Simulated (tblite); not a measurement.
# Single-point calculation of SnGe$_{2}$

The run: single-point calculation of SnGe$_{2}$ (P-3m1, 6 atoms in the cell). Method and program: GFN2-xTB tight binding on a periodic cluster of cells at the zone centre (tblite 0.8.0).

The structure was built on a prototype by a generator. The run did not end well. The geometry comes from this level: r2SCAN (a point of a series of volumes). It belongs to a series of runs on one base structure; here: volume -12%.

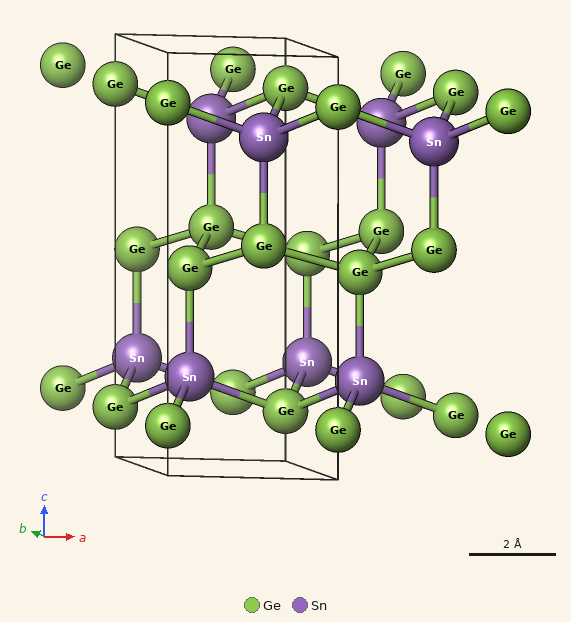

*The input geometry (ball-and-stick view of the cell of the calculation, repeated 2 × 2 × 1, seen slightly off an axis). An atom can appear more than once, as a periodic image.*

Near neighbours in the periodic cell (some may lie outside the picture): Ge has 1 Ge at 2.35 Å and 3 Sn at 2.51 Å; Ge has 3 Ge at 2.45 Å and 1 Sn at 2.55 Å; Sn has 4 Ge at 2.51 to 2.55 Å.

Input file:
```python
import json
from ase import Atoms
from ase.build import make_supercell
from ase.units import Bohr, GPa, Hartree
from tblite.interface import Calculator

atoms = Atoms(['Ge', 'Ge', 'Sn', 'Sn', 'Ge', 'Ge'],
              cell=[[4.06475066, 0.0, 0.0], [-2.03237533, 3.52017733, 0.0], [0.0, 0.0, 9.92563844]],
              scaled_positions=[[0.0, 0.0, 0.88185896], [0.666666667, 0.333333333, 0.53551746], [0.333333333, 0.666666667, 0.208018859], [0.666666667, 0.333333333, 0.791981141], [0.333333333, 0.666666667, 0.46448254], [0.0, 0.0, 0.11814104]],
              pbc=True)
cluster = make_supercell(atoms, [[3, 0, 0], [0, 3, 0], [0, 0, 1]])
calc = Calculator('GFN2-xTB', cluster.numbers, cluster.positions / Bohr, lattice=cluster.cell[:] / Bohr, periodic=cluster.pbc)
calc.set('temperature', 0.02 / Hartree)
calc.set('max-iter', 150)
res = calc.singlepoint()
levels = res.get('orbital-energies') * Hartree
nv = round(res.get('orbital-occupations').sum() / 2)
cells = len(cluster) // len(atoms)
out = {'energy_per_cell': res.get('energy') * Hartree / cells, 'homo': levels[nv - 1], 'lumo': levels[nv],
       'stress': (-res.get('virial') * Hartree / cluster.get_volume() / GPa).tolist(), 'charges': res.get('charges')[:len(atoms)].tolist(), 'electrons': 2 * nv / cells}
json.dump(out, open('results.json', 'w'))
for key, value in out.items():
    print(key, value)
```

Run on 1 thread of Arm Neoverse V1, 24 GiB of memory available, shared host.

Command:
```bash
python run.py
```

Log:
```
------------------------------------------------------------
  cycle        total energy    energy error   density error
------------------------------------------------------------
      1     -99.82029057943  -1.0027586E+02   6.1712059E-01
      2      259.4833832846   3.5930367E+02   1.5245731E+00
      3      22.22194529096  -2.3726144E+02   1.5223504E+00
      4      79.24826265512   5.7026317E+01   2.1035960E+00
      5      43.41110206150  -3.5837161E+01   1.9731162E+00
      6      73.88706633448   3.0475964E+01   2.0069358E+00
      7     -66.01171137560  -1.3989878E+02   9.4979547E-01
      8     -45.13623720364   2.0875474E+01   1.0638948E+00
      9     -98.44253306397  -5.3306296E+01   3.5211884E-01
     10     -101.9519096497  -3.5093766E+00   3.8244165E-01
     11     -102.4506754062  -4.9876576E-01   4.0047686E-01
     12     -102.8489417437  -3.9826634E-01   3.9408379E-01
     13     -102.0154923673   8.3344938E-01   3.4492324E-01
     14     -102.5459971651  -5.3050480E-01   3.1953575E-01
     15     -108.3935301867  -5.8475330E+00   2.4390402E-01
     16     -108.4985560929  -1.0502591E-01   2.4615019E-01
     17     -108.5860629761  -8.7506883E-02   2.3851385E-01
     18     -108.7083818746  -1.2231890E-01   2.2516631E-01
     19     -108.9954496514  -2.8706778E-01   2.6416192E-01
     20     -108.9582442993   3.7205352E-02   2.8047499E-01
     21     -108.8768158143   8.1428485E-02   2.9561202E-01
     22     -108.8354815974   4.1334217E-02   3.0542600E-01
     23     -108.8534872129  -1.8005615E-02   3.0659334E-01
     24     -108.8598710016  -6.3837888E-03   3.0682054E-01
     25     -108.8473566432   1.2514358E-02   3.0684137E-01
     26     -108.8563895466  -9.0329034E-03   3.0751049E-01
     27     -108.8115130041   4.4876542E-02   3.2356369E-01
     28     -108.8244054410  -1.2892437E-02   3.2128869E-01
     29     -108.8292555688  -4.8501277E-03   3.2654128E-01
     30     -108.8063324582   2.2923111E-02   3.3894446E-01
     31     -108.7551556848   5.1176773E-02   3.6491899E-01
     32     -108.7555440596  -3.8837478E-04   3.6390521E-01
     33     -108.7556471154  -1.0305575E-04   3.6392742E-01
     34     -108.7574385935  -1.7914782E-03   3.6350914E-01
     35     -108.7561194715   1.3191221E-03   3.6417939E-01
     36     -108.7447745168   1.1344955E-02   3.7264674E-01
     37     -108.7403777584   4.3967584E-03   3.7817586E-01
     38     -108.7435755177  -3.1977593E-03   3.7720776E-01
     39     -108.7445601466  -9.8462889E-04   3.7770909E-01
     40     -108.7553659160  -1.0805769E-02   3.8003228E-01
     41     -108.7564455031  -1.0795871E-03   3.8408300E-01
     42     -108.7986215951  -4.2176092E-02   3.7516235E-01
     43     -108.8380124476  -3.9390852E-02   3.6707338E-01
     44     -108.9053900022  -6.7377555E-02   3.5318585E-01
     45     -108.9986236008  -9.3233599E-02   3.3515060E-01
     46     -109.0139320807  -1.5308480E-02   3.3314973E-01
     47     -109.0144670542  -5.3497351E-04   3.3263037E-01
     48     -109.0755208604  -6.1053806E-02   3.2042941E-01
     49     -109.0865760883  -1.1055228E-02   3.1521785E-01
     50     -109.1233922941  -3.6816206E-02   3.0631939E-01
     51     -109.2801089615  -1.5671667E-01   2.7508636E-01
     52     -109.2769332100   3.1757515E-03   2.7189033E-01
     53     -109.2598958191   1.7037391E-02   2.7183962E-01
     54     -109.2962762841  -3.6380465E-02   2.6312982E-01
     55     -109.3672523312  -7.0976047E-02   2.3644980E-01
     56     -109.5389105707  -1.7165824E-01   1.2841264E-01
     57     -109.5385257665   3.8480425E-04   1.2109407E-01
     58     -109.5408928296  -2.3670631E-03   1.2024461E-01
     59     -109.5431273801  -2.2345505E-03   1.1429255E-01
     60     -109.5231679630   1.9959417E-02   1.0715613E-01
     61     -109.5149388659   8.2290971E-03   1.0938322E-01
     62     -109.4897297292   2.5209137E-02   1.0902141E-01
     63     -109.5515037051  -6.1773976E-02   4.8021944E-02
     64     -109.5432784482   8.2252569E-03   4.5308039E-02
     65     -109.5437108872  -4.3243897E-04   4.1434830E-02
     66     -109.5523486452  -8.6377581E-03   3.8452953E-02
     67     -109.5896327010  -3.7284056E-02   3.2243139E-02
     68     -109.5910939713  -1.4612703E-03   3.1564536E-02
     69     -109.5909354223   1.5854890E-04   3.2747667E-02
     70     -109.6035253295  -1.2589907E-02   2.7288334E-02
     71     -109.6123202904  -8.7949609E-03   2.3161560E-02
     72     -109.6210684382  -8.7481478E-03   1.9974196E-02
     73     -109.6251179373  -4.0494991E-03   1.8652405E-02
     74     -109.6266211080  -1.5031707E-03   1.8022325E-02
     75     -109.6290209247  -2.3998167E-03   1.7039483E-02
     76     -109.6329732965  -3.9523717E-03   1.6186696E-02
     77     -109.6337752873  -8.0199083E-04   1.6470758E-02
     78     -109.6358538523  -2.0785649E-03   1.5845142E-02
     79     -109.6366209795  -7.6712722E-04   1.5590137E-02
     80     -109.6363784980   2.4248151E-04   1.5722489E-02
     81     -109.6367901712  -4.1167323E-04   1.5629836E-02
     82     -109.6409746336  -4.1844624E-03   1.2980385E-02
     83     -109.6441162512  -3.1416176E-03   1.1364852E-02
     84     -109.6479540526  -3.8378014E-03   9.7467126E-03
     85     -109.6487853442  -8.3129167E-04   9.7037943E-03
     86     -109.6490102318  -2.2488756E-04   9.9019230E-03
     87     -109.6495249073  -5.1467554E-04   1.1074811E-02
     88     -109.6497263838  -2.0147652E-04   1.0849077E-02
     89     -109.6496167685   1.0961531E-04   1.1441661E-02
     90     -109.6496117728   4.9957532E-06   1.1476128E-02
     91     -109.6496107462   1.0265483E-06   1.1479673E-02
     92     -109.6498914940  -2.8074779E-04   1.1723051E-02
     93     -109.6512221027  -1.3306086E-03   1.3320005E-02
     94     -109.6516362909  -4.1418828E-04   1.1570392E-02
     95     -109.6516958304  -5.9539457E-05   1.1085643E-02
     96     -109.6518046947  -1.0886428E-04   1.0629958E-02
     97     -109.6516511496   1.5354503E-04   1.4681271E-02
     98     -109.6513772689   2.7388077E-04   1.6143078E-02
     99     -109.6515099891  -1.3272022E-04   1.4454849E-02
    100     -109.6512908080   2.1918109E-04   1.5593516E-02
    101     -109.6512695841   2.1223916E-05   1.5675009E-02
    102     -109.6512708677  -1.2836067E-06   1.5601351E-02
    103     -109.6512650080   5.8596540E-06   1.5616194E-02
    104     -109.6513296703  -6.4662212E-05   1.5392328E-02
    105     -109.6506187523   7.1091797E-04   1.6168784E-02
    106     -109.6505012876   1.1746473E-04   1.5797623E-02
    107     -109.6502685789   2.3270868E-04   1.6536499E-02
    108     -109.6502835231  -1.4944267E-05   1.6131439E-02
    109     -109.6506790496  -3.9552641E-04   1.4250971E-02
    110     -109.6511776949  -4.9864529E-04   1.3512960E-02
    111     -109.6512034141  -2.5719230E-05   1.4176767E-02
    112     -109.6510763050   1.2710910E-04   1.4472474E-02
    113     -109.6512568864  -1.8058139E-04   1.3744826E-02
    114     -109.6514732385  -2.1635213E-04   1.1356726E-02
    115     -109.6516049542  -1.3171570E-04   1.0671602E-02
    116     -109.6517270578  -1.2210363E-04   1.0891008E-02
    117     -109.6517185308   8.5269903E-06   1.0979650E-02
    118     -109.6517135721   4.9587139E-06   1.1044880E-02
    119     -109.6517199872  -6.4150896E-06   1.0506348E-02
    120     -109.6518980036  -1.7801640E-04   9.2026924E-03
    121     -109.6519494897  -5.1486071E-05   8.9045116E-03
    122     -109.6519514198  -1.9300901E-06   8.9862620E-03
    123     -109.6519744096  -2.2989796E-05   8.7458173E-03
    124     -109.6520250504  -5.0640814E-05   8.1771288E-03
    125     -109.6520410273  -1.5976949E-05   7.4738037E-03
    126     -109.6520513531  -1.0325747E-05   7.4451676E-03
    127     -109.6520548164  -3.4633312E-06   7.4677729E-03
    128     -109.6520604141  -5.5977097E-06   7.1787890E-03
    129     -109.6521028404  -4.2426234E-05   7.1418803E-03
    130     -109.6521487171  -4.5876754E-05   6.3878070E-03
    131     -109.6521445701   4.1470628E-06   6.4022942E-03
    132     -109.6521373956   7.1744098E-06   6.3726402E-03
    133     -109.6521746423  -3.7246667E-05   5.9448894E-03
    134     -109.6521729623   1.6800517E-06   5.8141594E-03
    135     -109.6523349361  -1.6197386E-04   3.8626112E-03
    136     -109.6523831975  -4.8261371E-05   3.7416274E-03
    137     -109.6523926388  -9.4412726E-06   3.7592111E-03
    138     -109.6523873491   5.2896318E-06   3.7504672E-03
    139     -109.6523834290   3.9201495E-06   3.8058773E-03
    140     -109.6523792185   4.2105302E-06   4.0722886E-03
    141     -109.6524171013  -3.7882837E-05   2.7194019E-03
    142     -109.6524172390  -1.3773402E-07   2.7203015E-03
    143     -109.6524163062   9.3277373E-07   2.6674245E-03
    144     -109.6524222893  -5.9830852E-06   2.2518764E-03
    145     -109.6524243484  -2.0590711E-06   2.0126160E-03
    146     -109.6524244615  -1.1307128E-07   1.9718535E-03
    147     -109.6524259376  -1.4761009E-06   1.8446841E-03
    148     -109.6524377716  -1.1834010E-05   1.3327100E-03
    149     -109.6524379693  -1.9770135E-07   1.0810481E-03
    150     -109.6524382468  -2.7746599E-07   1.0804921E-03
------------------------------------------------------------

 total:                                  13.171 sec
tblite.exceptions.TBLiteRuntimeError: SCF not converged in 150 cycles
```

What the run reported:

```csv
quantity,value
outcome,not converged
space group (tolerance 0.01 Å),P-3m1 (164)
wall time,14 s
peak memory,0.12 GiB
```

Diagnosis:

The run did not converge. Its last values are not results.
